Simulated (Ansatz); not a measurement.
The calculation's input:

```
crystal:
  lattice:
    - [2.9181608549, 1.6848009551, 10.7023454841]
    - [-2.9181608549, 1.6848009551, 10.7023454841]
    - [0.0, -3.3696019102, 10.7023454841]
  atoms:
    - { symbol: Zr, position: [0.620426386, 0.9656193641, 0.2904348755] }
    - { symbol: Zr, position: [0.1237128101, 0.4714336141, 0.7815330561] }
    - { symbol: Zr, position: [0.9656193641, 0.2904348755, 0.620426386] }
    - { symbol: Zr, position: [0.4714336141, 0.7815330561, 0.1237128101] }
    - { symbol: Zr, position: [0.2904348755, 0.620426386, 0.9656193641] }
    - { symbol: Zr, position: [0.7815330561, 0.1237128101, 0.4714336141] }
    - { symbol: Zr, position: [0.0343806359, 0.7095651245, 0.379573614] }
    - { symbol: Zr, position: [0.5285663859, 0.2184669439, 0.8762871899] }
    - { symbol: Zr, position: [0.379573614, 0.0343806359, 0.7095651245] }
    - { symbol: Zr, position: [0.8762871899, 0.5285663859, 0.2184669439] }
    - { symbol: Zr, position: [0.7095651245, 0.379573614, 0.0343806359] }
    - { symbol: Zr, position: [0.2184669439, 0.8762871899, 0.5285663859] }
    - { symbol: O, position: [0.5, 0.5, 0.5] }
    - { symbol: O, position: [0.2497017209, 0.2497017209, 0.2497017209] }
    - { symbol: O, position: [0.7502982791, 0.7502982791, 0.7502982791] }
basis:
  ecutwfc: 500
kpoints:
  mp_grid: { grid: [6, 6, 6] }
hamiltonian:
  xc: r2scan
scf:
  occupations: { method: gaussian, width: 0.1 }
output:
  forces: true
  stress: true
  eigenvalues: true
  write_density: true
  write_potential: true
  elf: true
  volumetric_format: npy
relax:
  adjacent_minimum: "off"
  f_tol: 0.01
  max_steps: 30
  cell: { stress_tol: 0.1, fix: [volume] }
```

Launched as:

```sh
ansatz run input.yaml --threads 4 --pin off --max-ram 10240MiB --backend cpu --events-out ev --progress --plain --runs-dir out
```

Below, planes, directions and counts refer to the conventional cell (a = 5.84 Å, b = 5.84 Å, c = 32.10 Å, α = 90.00°, β = 90.00°, γ = 120.00°).

The fields are those of the run's last geometry, not of the input's.

Space group R-3; a structure from a database of computed crystals, not necessarily the ambient phase; changed on purpose from its base cell (volume × 1.10, shape and atoms relaxed); computed pressure about −10 GPa in this cell.

These are results of Ansatz 0.2.0, DFT r2SCAN, scalar-relativistic, plane waves, PAW, not measurements.

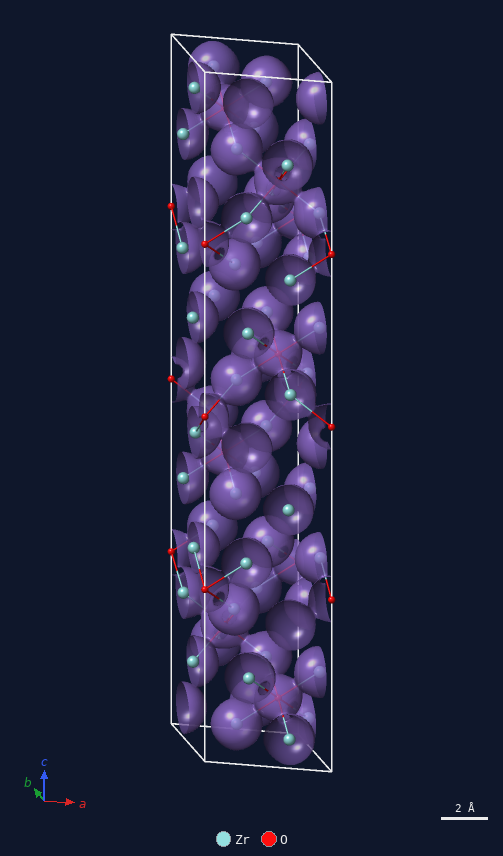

Zr₄O. Isosurface of the valence charge density (pseudo) at 0.3 e/Å³ (purple), seen at an oblique angle. Sticks mark near contacts.

The density is the valence pseudo-density of a PAW calculation; it isn't the true density close to the nuclei.

### How is the density connected at this value?

At this value the density is joined into sheets; it holds about 75 % of the electrons treated as valence (semicore included). It bridges the sampled Zr–O (2.32 Å) contacts, where the density stays above the isovalue. On the grid the lowest density along these lines, outside the cores, is 0.36 e/Å³ (Zr–O, 2.32 Å).
